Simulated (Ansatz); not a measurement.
HfC: geometry relaxation

HfC (Fm-3m, 2 atoms in the cell), computed with DFT, PBEsol, PAW with Ansatz's default frozen-core files, scalar-relativistic, no spin polarisation (Ansatz 0.2.0).

The structure was built on a prototype by a generator; it need not be a known phase. It belongs to a series of runs on one base structure; here: bulk cell relaxed. Figures and captions count atoms from 1; the log counts them from 0 in places.

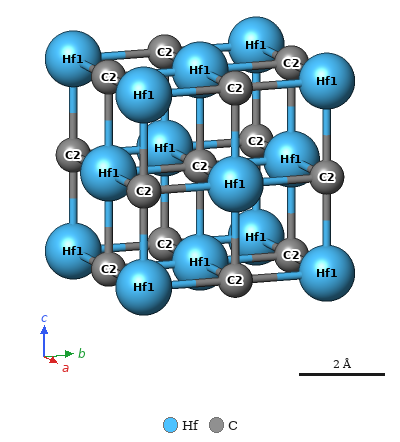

**Figure 1.** The starting structure (ball-and-stick view of the cell 4 times as large as that of the calculation, set on its symmetry axes, seen slightly off an axis; atoms are numbered from 1 in the order of the input). Near neighbours in the crystal (not all of them lie inside the picture): Hf has 6 C at 2.33 Å; C has 6 Hf at 2.33 Å.

### Results in brief

```tsv
quantity	value
outcome	converged
space group (tolerance 0.01 Å)	Fm-3m (225)
electrons treated	30
free energy	−15846.7089 eV
Fermi energy	20.583 eV
pressure	−0.04 GPa
final volume	24.45 Å³
largest force (length of the vector) at the end	under 0.001 eV/Å
final cell	a = 3.258 Å, b = 3.258 Å, c = 3.258 Å, α = 60.00°, β = 60.00°, γ = 60.00°
hardware	1 thread of Arm Neoverse V2, 24 GiB of memory available, shared host
wall time	15 s
peak memory	0.36 GiB
```

Spin–orbit coupling is left out, which matters for Hf.

### Input
```yaml
crystal:
  lattice:
    - [0.0, 2.325, 2.325]
    - [2.325, 0.0, 2.325]
    - [2.325, 2.325, 0.0]
  atoms:
    - { symbol: Hf, position: [0.0, 0.0, 0.0] }
    - { symbol: C, position: [0.5, 0.5, 0.5] }
kpoints:
  mp_grid: { grid: [16, 16, 16] }
scf:
  occupations: { method: fermi_dirac, width: 0.08 }
hamiltonian:
  xc: pbesol
  pseudopotentials: { kind: paw }
output:
  forces: true
  stress: true
relax:
  f_tol: 0.005
  max_steps: 40
  cell: {}
```

Launch command:
```bash
ansatz run input.yaml --threads 1 --pin off --max-ram 3584MiB --backend cpu --events-out ev --progress --plain --runs-dir out
```

### Output
```
Engine: ansatz 0.2.0, aarch64-unknown-linux-gnu
Pseudopotentials: kind: paw
Pseudopotential: Hf, paw, valence charge 26, recommended cutoff 420 eV (normal), Hf.paw.azcp
Pseudopotential: C, paw, valence charge 4, recommended cutoff 420 eV (normal), C.paw.azcp
Functional definition: PBEsol
  exchange = pbesol_x
  correlation = pbesol_c
Crystal: 2 atoms, lattice volume = 25.136 Å³
Basis set: ecut = 420 eV, 531 PW (Γ), exchange–correlation on 48×48×48 points (8 copies of the dense FFT grid, shifted against one another)
Bands: 19, of which v1, the nominal top of the filled ones, is band 15 counted from 1 (14 counted from 0)
Symmetry: 48 space group operations
Space group: Fm-3m (ITA 225), of the structure as read, at distance tolerance 2.9e-5 Å
k-points: 145 of 4096
Non-local potential: Hf, projectors of the file, l = 0: 3, l = 1: 2, l = 2: 2, l = 3: 3
Non-local potential: C, projectors of the file, l = 0: 2, l = 1: 2, l = 2: 1
PAW form: soft (Blöchl's): semilocal exchange-correlation on the pseudo side does not see the compensation charge
PAW frozen core: Hf, regenerated for the run's functional, and the local potential with it (the file was generated under x = pbe(κ = 0.804, μ = 0.2195149727645171), c = pbe(β = 0.06672455060314922))
PAW frozen core: C, regenerated for the run's functional, and the local potential with it (the file was generated under x = pbe(κ = 0.804, μ = 0.2195149727645171), c = pbe(β = 0.06672455060314922))
PAW one-centre angular grid: Hf, 590 points (default); XC on 64 Gauss nodes
PAW one-centre angular grid: C, 110 points (default); XC on 64 Gauss nodes
Initial density: superposition of atomic densities (neutral atoms: chi_scale 0, normalization atom), corrected by the library's trained network
Initial wavefunctions: pseudopotential atomic-orbital guess
Functional: x = pbesol(κ = 0.804, μ = 0.12345679012345678), c = pbesol(β = 0.046)
SCF iter   1: F=—  HF=-15846.701490 eV  |F-HF|=—  |Δ(HF+E_count)|=         —  Δρ=9.31e-3  dr2=2.75e-2  ethr=1.77e-3  ⟨swp⟩=4.9  Hψ=11399  notcnv=0
preconditioner: auto → Kerker (q_TF=auto, 2.810 Å⁻¹)  [metal: Δε(μ)=0.019 eV  Ē_g=18.093 eV  σ=0.080 eV  W_gap=0.06  n_scr=14 (ndim 8)  ℏωp=39.2 eV  f_vac=0.000  D(μ)=0.34/eV (n_scr^D=0)]
SCF iter   2: F=—  HF=-15846.695075 eV  |F-HF|=—  |Δ(HF+E_count)|=   6.42e-3  Δρ=2.92e-3  dr2=2.50e-3  ethr=9.15e-5  ⟨swp⟩=1.2  Hψ=3994  notcnv=0
SCF iter   3: F=—  HF=-15846.694528 eV  |F-HF|=—  |Δ(HF+E_count)|=   5.47e-4  Δρ=6.46e-4  dr2=4.22e-5  ethr=8.33e-6  ⟨swp⟩=2.0  Hψ=4356  notcnv=0
SCF iter   4: F=—  HF=-15846.694507 eV  |F-HF|=—  |Δ(HF+E_count)|=   2.16e-5  Δρ=4.60e-4  dr2=2.66e-5  ethr=1.41e-7  ⟨swp⟩=2.2  Hψ=5155  notcnv=0
SCF iter   5: F=—  HF=-15846.694510 eV  |F-HF|=—  |Δ(HF+E_count)|=   2.90e-6  Δρ=1.23e-4  dr2=2.95e-6  ethr=8.87e-8  ⟨swp⟩=1.3  Hψ=2985  notcnv=0
SCF iter   6: F=—  HF=-15846.694509 eV  |F-HF|=—  |Δ(HF+E_count)|=   1.02e-6  Δρ=2.57e-5  dr2=8.31e-8  ethr=3.33e-10  ⟨swp⟩=4.2  Hψ=14350  notcnv=0
SCF iter   7: F=-15846.694509 eV  HF=-15846.694509 eV  |F-HF|=4.27e-8  |Δ(HF+E_count)|=   1.35e-8  Δρ=9.53e-6  dr2=1.68e-8  ethr=2.77e-10  ⟨swp⟩=4.4  Hψ=9138  notcnv=0
SCF 1 converged in 7 iterations: F = -15846.694509 eV  dr2 = 1.68e-8
  greatest PAW one-centre occupation: 0.998 electrons in one spin orbital (limit 2), on the Hf atom at site 0 (counted from 0), in its partial waves of l = 0
relax step   1: F+E_penalty+E_count = -15846.69450854 eV  Δ(F+E_penalty+E_count) = +0.000e0 eV  max|allowed force component| = 3.550e-30 eV/Å  Δτ_max = 0.0000 Å  P = -6.534 GPa  Ω = 25.136 Å³  (7 SCF iters, dr2 threshold 1.00e-7 eV, accepted)
Crystal: 2 atoms, lattice volume = 23.937 Å³
Basis set: ecut = 420 eV, 459 PW (Γ), exchange–correlation on 48×48×48 points (8 copies of the dense FFT grid, shifted against one another)
Initial density: handed on by an earlier stage of this run
Initial wavefunctions: those handed on with the density
iter 1 solved again at ethr=4.62e-5 eV; its pass at ethr=3.10e-3 eV (dr2=1.39e-2 eV) is discarded
SCF iter   1: F=—  HF=-15846.705266 eV  |F-HF|=—  |Δ(HF+E_count)|=         —  Δρ=6.99e-3  dr2=1.40e-2  ethr=4.62e-5  ⟨swp⟩=1.0  Hψ=15701  notcnv=0
preconditioner: auto → Kerker (q_TF=auto, 2.833 Å⁻¹)  [metal: Δε(μ)=0.004 eV  Ē_g=18.204 eV  σ=0.080 eV  W_gap=0.01  n_scr=14 (ndim 8)  ℏωp=40.2 eV  f_vac=0.000  D(μ)=0.32/eV (n_scr^D=0)]
SCF iter   2: F=—  HF=-15846.702251 eV  |F-HF|=—  |Δ(HF+E_count)|=   3.02e-3  Δρ=2.14e-3  dr2=1.25e-3  ethr=4.62e-5  ⟨swp⟩=2.0  Hψ=3503  notcnv=0
SCF iter   3: F=—  HF=-15846.702028 eV  |F-HF|=—  |Δ(HF+E_count)|=   2.22e-4  Δρ=6.52e-4  dr2=8.35e-5  ethr=4.18e-6  ⟨swp⟩=2.0  Hψ=4357  notcnv=0
SCF iter   4: F=—  HF=-15846.701991 eV  |F-HF|=—  |Δ(HF+E_count)|=   3.71e-5  Δρ=5.05e-4  dr2=6.47e-5  ethr=2.78e-7  ⟨swp⟩=2.0  Hψ=4901  notcnv=0
SCF iter   5: F=—  HF=-15846.701977 eV  |F-HF|=—  |Δ(HF+E_count)|=   1.48e-5  Δρ=8.81e-5  dr2=2.11e-6  ethr=2.16e-7  ⟨swp⟩=2.0  Hψ=4849  notcnv=0
SCF iter   6: F=—  HF=-15846.701978 eV  |F-HF|=—  |Δ(HF+E_count)|=   1.66e-6  Δρ=4.14e-5  dr2=3.92e-7  ethr=7.03e-9  ⟨swp⟩=2.1  Hψ=4958  notcnv=0
SCF iter   7: F=-15846.701978 eV  HF=-15846.701978 eV  |F-HF|=1.53e-8  |Δ(HF+E_count)|=   1.57e-7  Δρ=6.45e-6  dr2=6.68e-9  ethr=6.67e-10  ⟨swp⟩=5.1  Hψ=11416  notcnv=0
SCF 2 converged in 7 iterations: F = -15846.701978 eV  dr2 = 6.68e-9
relax step   2: F+E_penalty+E_count = -15846.70197808 eV  Δ(F+E_penalty+E_count) = -7.470e-3 eV  max|allowed force component| = 1.972e-30 eV/Å  Δτ_max = 0.0000 Å  P = +5.508 GPa  Ω = 23.937 Å³  energy of the carried Pulay correction = +1.837e-3 eV  (7 SCF iters, dr2 threshold 2.00e-7 eV, accepted)
Crystal: 2 atoms, lattice volume = 24.471 Å³
iter 1 solved again at ethr=1.06e-5 eV; its pass at ethr=3.10e-3 eV (dr2=3.18e-3 eV) is discarded
SCF iter   1: F=—  HF=-15846.710532 eV  |F-HF|=—  |Δ(HF+E_count)|=         —  Δρ=3.24e-3  dr2=3.13e-3  ethr=1.06e-5  ⟨swp⟩=2.0  Hψ=15686  notcnv=0
preconditioner: auto → Kerker (q_TF=auto, 2.823 Å⁻¹)  [metal: Δε(μ)=0.008 eV  Ē_g=18.195 eV  σ=0.080 eV  W_gap=0.03  n_scr=14 (ndim 8)  ℏωp=39.7 eV  f_vac=0.000  D(μ)=0.33/eV (n_scr^D=0)]
SCF iter   2: F=—  HF=-15846.709855 eV  |F-HF|=—  |Δ(HF+E_count)|=   6.77e-4  Δρ=9.94e-4  dr2=2.80e-4  ethr=1.04e-5  ⟨swp⟩=2.0  Hψ=3430  notcnv=0
SCF iter   3: F=—  HF=-15846.709809 eV  |F-HF|=—  |Δ(HF+E_count)|=   4.67e-5  Δρ=2.84e-4  dr2=1.79e-5  ethr=9.33e-7  ⟨swp⟩=2.0  Hψ=4381  notcnv=0
SCF iter   4: F=—  HF=-15846.709808 eV  |F-HF|=—  |Δ(HF+E_count)|=   1.16e-6  Δρ=2.23e-4  dr2=1.32e-5  ethr=5.95e-8  ⟨swp⟩=2.0  Hψ=4503  notcnv=0
SCF iter   5: F=—  HF=-15846.709804 eV  |F-HF|=—  |Δ(HF+E_count)|=   3.28e-6  Δρ=6.06e-5  dr2=9.43e-7  ethr=4.39e-8  ⟨swp⟩=3.0  Hψ=4857  notcnv=0
SCF iter   6: F=—  HF=-15846.709804 eV  |F-HF|=—  |Δ(HF+E_count)|=   7.68e-8  Δρ=2.51e-5  dr2=1.36e-7  ethr=6.67e-10  ⟨swp⟩=4.9  Hψ=11014  notcnv=0
SCF iter   7: F=-15846.709804 eV  HF=-15846.709804 eV  |F-HF|=1.21e-9  |Δ(HF+E_count)|=   4.35e-8  Δρ=4.53e-6  dr2=4.41e-9  ethr=4.52e-10  ⟨swp⟩=4.8  Hψ=10560  notcnv=0
SCF 3 converged in 7 iterations: F = -15846.709804 eV  dr2 = 4.41e-9
relax step   3: F+E_penalty+E_count = -15846.70980411 eV  Δ(F+E_penalty+E_count) = -7.826e-3 eV  max|allowed force component| = 1.709e-30 eV/Å  Δτ_max = 0.0000 Å  P = -0.211 GPa  Ω = 24.471 Å³  energy of the carried Pulay correction = +1.008e-3 eV  (7 SCF iters, dr2 threshold 2.00e-7 eV, accepted)
Crystal: 2 atoms, lattice volume = 24.451 Å³
iter 1 solved again at ethr=1.57e-8 eV; its pass at ethr=3.10e-3 eV (dr2=4.72e-6 eV) is discarded
SCF iter   1: F=—  HF=-15846.709852 eV  |F-HF|=—  |Δ(HF+E_count)|=         —  Δρ=1.20e-4  dr2=4.26e-6  ethr=1.57e-8  ⟨swp⟩=2.0  Hψ=14458  notcnv=0
preconditioner: auto → Kerker (q_TF=auto, 2.823 Å⁻¹)  [metal: Δε(μ)=0.007 eV  Ē_g=18.179 eV  σ=0.080 eV  W_gap=0.02  n_scr=14 (ndim 8)  ℏωp=39.7 eV  f_vac=0.000  D(μ)=0.33/eV (n_scr^D=0)]
SCF iter   2: F=—  HF=-15846.709850 eV  |F-HF|=—  |Δ(HF+E_count)|=   2.55e-6  Δρ=3.63e-5  dr2=3.67e-7  ethr=1.42e-8  ⟨swp⟩=2.0  Hψ=3443  notcnv=0
SCF iter   3: F=-15846.709850 eV  HF=-15846.709850 eV  |F-HF|=1.30e-8  |Δ(HF+E_count)|=   5.83e-8  Δρ=9.94e-6  dr2=2.16e-8  ethr=3.71e-10  ⟨swp⟩=5.1  Hψ=11321  notcnv=0
SCF 4 converged in 3 iterations: F = -15846.709850 eV  dr2 = 2.16e-8
relax step   4: F+E_penalty+E_count = -15846.70984959 eV  Δ(F+E_penalty+E_count) = -4.549e-5 eV  max|allowed force component| = 2.367e-30 eV/Å  Δτ_max = 0.0000 Å  P = -0.001 GPa  Ω = 24.451 Å³  energy of the carried Pulay correction = +1.040e-3 eV  (3 SCF iters, dr2 threshold 1.11e-7 eV, accepted)
Initial wavefunctions: pseudopotential atomic-orbital guess (no wavefunctions were taken with the density)
iter 1 solved again at ethr=1.86e-9 eV; its pass at ethr=3.10e-3 eV (dr2=5.57e-7 eV) is discarded
SCF iter   1: F=—  HF=-15846.708884 eV  |F-HF|=—  |Δ(HF+E_count)|=         —  Δρ=9.31e-5  dr2=3.69e-7  ethr=1.86e-9  ⟨swp⟩=4.4  Hψ=21975  notcnv=0
preconditioner: auto → Kerker (q_TF=auto, 2.823 Å⁻¹)  [metal: Δε(μ)=0.008 eV  Ē_g=18.180 eV  σ=0.080 eV  W_gap=0.02  n_scr=14 (ndim 8)  ℏωp=39.7 eV  f_vac=0.000  D(μ)=0.33/eV (n_scr^D=0)]
SCF iter   2: F=—  HF=-15846.708883 eV  |F-HF|=—  |Δ(HF+E_count)|=   1.48e-6  Δρ=5.21e-5  dr2=1.27e-7  ethr=1.23e-9  ⟨swp⟩=2.4  Hψ=5058  notcnv=0
SCF iter   3: F=—  HF=-15846.708883 eV  |F-HF|=—  |Δ(HF+E_count)|=   5.06e-8  Δρ=3.11e-5  dr2=3.73e-8  ethr=4.22e-10  ⟨swp⟩=3.0  Hψ=5886  notcnv=0
SCF iter   4: F=—  HF=-15846.708883 eV  |F-HF|=—  |Δ(HF+E_count)|=   3.88e-8  Δρ=8.42e-6  dr2=3.13e-9  ethr=1.24e-10  ⟨swp⟩=2.2  Hψ=4366  notcnv=0
SCF iter   5: F=—  HF=-15846.708883 eV  |F-HF|=—  |Δ(HF+E_count)|=   2.76e-9  Δρ=1.24e-6  dr2=1.40e-10  ethr=1.04e-11  ⟨swp⟩=2.0  Hψ=3616  notcnv=0
SCF iter   6: F=-15846.708883 eV  HF=-15846.708883 eV  |F-HF|=0.00e0  |Δ(HF+E_count)|=  2.55e-11  Δρ=1.82e-7  dr2=7.09e-12  ethr=1.00e-12  ⟨swp⟩=6.4  Hψ=14064  notcnv=0
SCF 5 converged in 6 iterations: F = -15846.708883 eV  dr2 = 7.09e-12
relax step   5: F+E_penalty+E_count = -15846.70888265 eV  Δ(F+E_penalty+E_count) = +9.669e-4 eV  max|allowed force component| = 2.827e-30 eV/Å  Δτ_max = 0.0000 Å  P = -0.038 GPa  Ω = 24.451 Å³  stress off target by 3.85e-2 GPa  SCF on the basis re-selected at this cell (its energy is not comparable with the rows above)  (6 SCF iters)
```

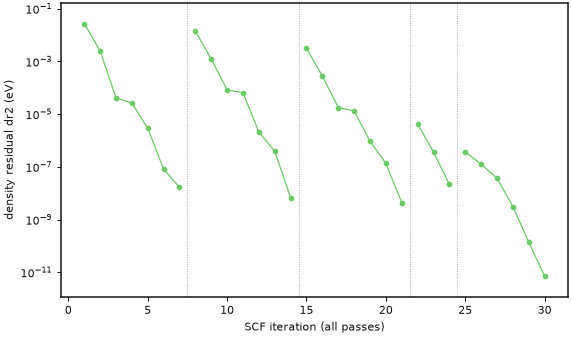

**Figure 2.** Convergence of the self-consistent field: density residual dr2 against the SCF iteration. The dotted lines part the SCF passes of the relaxation: geometry steps, rejected trials and re-solves on a re-selected basis. The 5 passes take 3 to 7 iterations each, 30 in all.

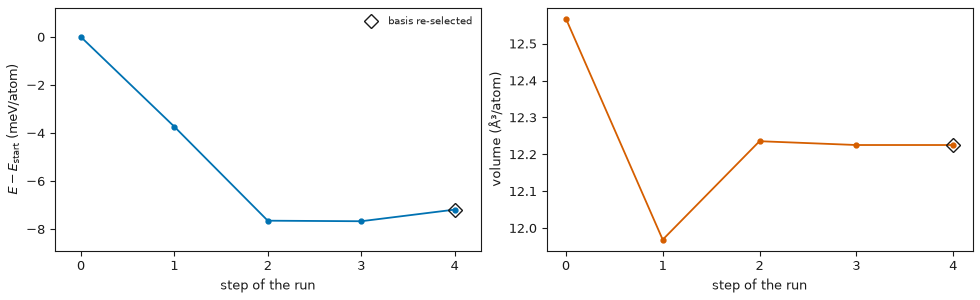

**Figure 3.** Progress of the relaxation, step by step (the first geometry is step 0 here and step 1 in the log).

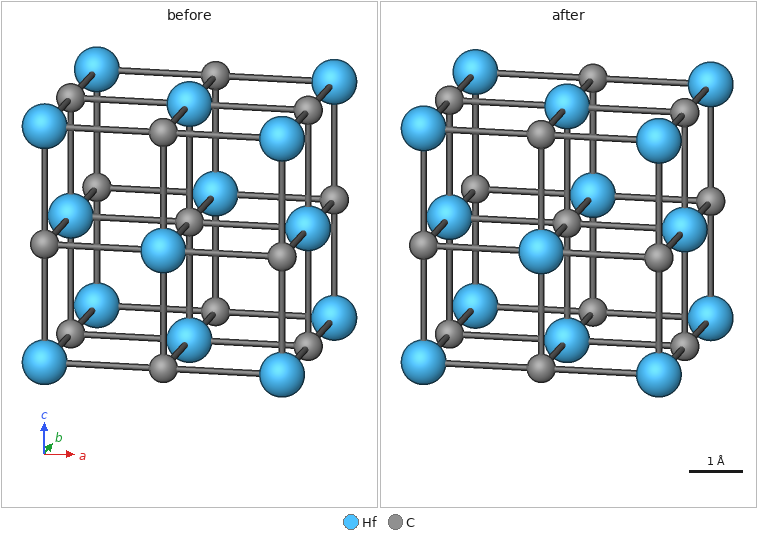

**Figure 4.** Before (left) and after (right) the relaxation, at one scale (ball-and-stick view of the cell 4 times as large as that of the calculation, set on its symmetry axes, seen slightly off an axis). The atoms keep their places relative to the cell (all moves are under 0.005 Å). The drawn cell changes as follows: a = b = c 4.650 → 4.607 Å (−0.9 %); the volume changes by −2.7 %. Among the contacts that change: Hf1–C2 2.325 → 2.304 Å. The space group stays Fm-3m (No. 225). Over 3 geometry steps the energy falls by 7.7 meV per atom. All forces vanish by symmetry, so only the cell relaxes. The pressure goes from −6.53 to −0.04 GPa. A last SCF at the same geometry on a re-selected plane-wave basis shifts the energy by +0.5 meV per atom. (Atoms are counted from 1 in the order of the input.)

```
basis re-selected at this cell: Δ(F+E_penalty+E_count) = +9.669e-4 eV, ΔP = -0.038 GPa vs the last step (what re-selecting the basis moved, of the pressure what is left beyond the Pulay correction that the steps carried, after the strain that the cell walked since its last selection, with what the two solves' SCF thresholds leave and, on support functions, any second-order correction that the steps lacked; it is no measure of the basis error at this ecutwfc). This SCF's stress stands 3.85e-2 GPa from its target on what of the cell is left free (relax.cell.stress_tol is 5.00e-2 GPa) and its largest allowed force component is 2.83e-30 eV/Å (relax.f_tol is 5.00e-3 eV/Å): within both
SCF converged after 6 iterations
Free energy (F): -15846.708883 eV
Harris-Foulkes:  -15846.708883 eV  (|F-HF|=0.00e0)
Internal energy: -15846.702254 eV  (E = F + TS)
E sigma→0 (E₀):  -15846.705568 eV
Entropy (-TS):   -0.006628 eV (-3.314 meV/atom)
Fermi energy:    20.583490 eV
--- Per-component energies (eV) ---
  E_band       = 128.587865
  E_kinetic    = 513.087664
  E_local      = -4918.161082  (includes V_loc(G=0)·N_el)
  E_nonlocal   = -1211.015467
  E_hartree    = 2329.902256
  E_xc         = -346.800723
  E_vxc        = -327.215412  (∫ρ·V_xc dr)
  E_paw        = -6902.799945  (= ΣΔE_a)
  E_vpaw       = 1412.087818  (= ΣTr[D̂ρ^β])
  E_aug_tail   = 0.000005  (compensation charges beyond the density's cutoff)
  E_ewald      = -5312.187155
  E_core_change = 1.272192  (= ΣΔE_core)
  E_smearing   = -0.006628  (= −TS)
  E_closure    = -0.000000  (closes the sum)
  Σ components = -15846.708883   (vs F -15846.708883, Δ=0.00e0)
--- Forces (eV/Å), atoms counted from 1 ---
  atom   1  Hf    -0.00000000     0.00000000     0.00000000
  atom   2  C      0.00000000    -0.00000000    -0.00000000
  max |Σ_I F_I| component: 1.71e-30 eV/Å
--- Stress (GPa, compression-positive) ---
       -0.038480      -0.000000      -0.000000
       -0.000000      -0.038480      -0.000000
       -0.000000      -0.000000      -0.038480
  P = ⅓ Tr σ = -0.0385 GPa (-0.385 kbar)
--- Relaxed structure (4 steps of the walk, 4 accepted, 1 SCFs on fresh bases) ---
  F+E_penalty+E_count = -15846.70888265 eV   max|allowed force component| = 2.827e-30 eV/Å   (the final SCF, on the basis selected at the relaxed cell)
  cell:  # Å, volume = 24.4505 Å³
    - [9.792668115402534e-35, 2.3036649006825787, 2.3036649006825787]
    - [2.3036649006825787, -1.8231878044885843e-34, 2.3036649006825787]
    - [2.3036649006825787, 2.3036649006825787, 9.426438260856841e-34]
  atoms:
    - { symbol: Hf, position: [-2.1571795972061156e-36, 4.31435919441398e-36, 6.471538791621918e-36] }
    - { symbol: C, position: [0.5, 0.5, 0.5] }
```

### Trajectory as extended XYZ (Å, eV, eV/Å), 5 frames, from step=1 to step=5
```
2
Lattice="0.0000 2.3250 2.3250 2.3250 0.0000 2.3250 2.3250 2.3250 0.0000" Properties=species:S:1:pos:R:3:forces:R:3 step=1 energy=-15846.69451 pressure_GPa=-6.53
Hf    0.0000    0.0000    0.0000    0.0000   0.0000   0.0000
C     2.3250    2.3250    2.3250    0.0000   0.0000   0.0000
2
Lattice="0.0000 2.2874 2.2874 2.2874 0.0000 2.2874 2.2874 2.2874 0.0000" Properties=species:S:1:pos:R:3:forces:R:3 step=2 energy=-15846.70198 pressure_GPa=5.51
Hf    0.0000    0.0000    0.0000    0.0000   0.0000   0.0000
C     2.2874    2.2874    2.2874    0.0000   0.0000   0.0000
2
Lattice="0.0000 2.3043 2.3043 2.3043 0.0000 2.3043 2.3043 2.3043 0.0000" Properties=species:S:1:pos:R:3:forces:R:3 step=3 energy=-15846.70980 pressure_GPa=-0.21
Hf    0.0000    0.0000    0.0000    0.0000   0.0000   0.0000
C     2.3043    2.3043    2.3043    0.0000   0.0000   0.0000
2
Lattice="0.0000 2.3037 2.3037 2.3037 0.0000 2.3037 2.3037 2.3037 0.0000" Properties=species:S:1:pos:R:3:forces:R:3 step=4 energy=-15846.70985 pressure_GPa=-0.00
Hf    0.0000    0.0000    0.0000    0.0000   0.0000   0.0000
C     2.3037    2.3037    2.3037    0.0000   0.0000   0.0000
2
Lattice="0.0000 2.3037 2.3037 2.3037 0.0000 2.3037 2.3037 2.3037 0.0000" Properties=species:S:1:pos:R:3:forces:R:3 step=5 energy=-15846.70888 pressure_GPa=-0.04
Hf    0.0000    0.0000    0.0000    0.0000   0.0000   0.0000
C     2.3037    2.3037    2.3037    0.0000   0.0000   0.0000
```
